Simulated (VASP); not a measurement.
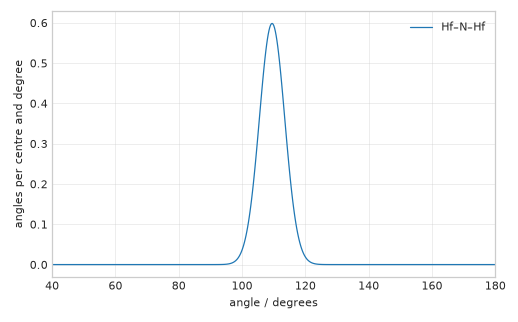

Bond-angle distributions computed from the structure of HfN; each angle is a Gaussian of σ = 4.0°. Bonds counted: Hf–N up to 2.72 Å. Basis of the simulation: a cell listed in the Materials Project, as set up for an electronic-structure calculation.

Give the groups of angles for each curve.

Hf–N–Hf: 109° (6 per centre)

What coordination geometry do the angles point to, counting the bonds named above alone?

N has 4 Hf neighbours in a tetrahedral arrangement.

The structure has space group F-43m (No. 216); other forms of this composition would give other results.
